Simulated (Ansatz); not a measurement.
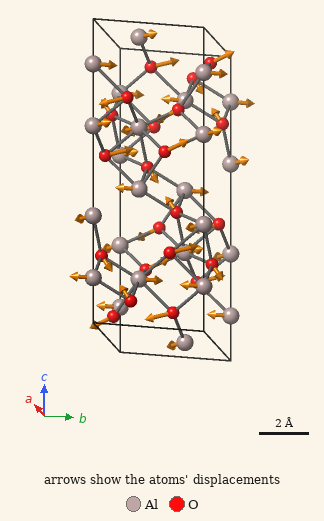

One vibrational mode of crystalline Al2O3 at the zone centre. Displacements are drawn as orange arrows; their common scale and sign are arbitrary. A ball-and-stick model of the conventional cell (3 times the calculation's cell), seen from a free direction. Lengths and directions refer to the drawn axes.

The calculation used DFT r2SCAN, scalar-relativistic, plane waves, PAW (Ansatz).

The input:
```yaml
crystal:
  lattice:
    - [2.3795714515, 1.3738462181, 4.331635812]
    - [-2.3795714515, 1.3738462181, 4.331635812]
    - [0.0, -2.7476924362, 4.331635812]
  atoms:
    - { symbol: Al, position: [0.8519165699, 0.8519165699, 0.8519165699] }
    - { symbol: Al, position: [0.6480834301, 0.6480834301, 0.6480834301] }
    - { symbol: Al, position: [0.1480834301, 0.1480834301, 0.1480834301] }
    - { symbol: Al, position: [0.3519165699, 0.3519165699, 0.3519165699] }
    - { symbol: O, position: [0.0563854984, 0.4436145016, 0.75] }
    - { symbol: O, position: [0.75, 0.0563854984, 0.4436145016] }
    - { symbol: O, position: [0.4436145016, 0.75, 0.0563854984] }
    - { symbol: O, position: [0.9436145016, 0.5563854984, 0.25] }
    - { symbol: O, position: [0.25, 0.9436145016, 0.5563854984] }
    - { symbol: O, position: [0.5563854984, 0.25, 0.9436145016] }
basis:
  ecutwfc: 500
kpoints:
  mp_grid: { grid: [6, 6, 6] }
hamiltonian:
  xc: r2scan
scf:
  occupations: { method: gaussian, width: 0.05 }
output:
  eigenvalues: true
phonons:
  method: fd
  supercell: [1, 1, 1]
  amplitude: 0.02
  eigenvectors: true
  dielectric: false
```

Run as
```bash
ansatz run input.yaml --threads 2 --pin off --max-ram 5120MiB --backend cpu --events-out ev --progress --plain --runs-dir out
```

Frequencies are those without the non-analytic (LO–TO) term.

Describe the mode and give its frequency.

This is the E_g mode (doubly degenerate; one member of the set is drawn) at 432 cm⁻¹, optical level 6 of 18, counted from below, Raman-active by symmetry. Atoms of one kind move against one another, with no net shift of any sublattice; the kinetic energy is shared as O 56 %, Al 44 %.
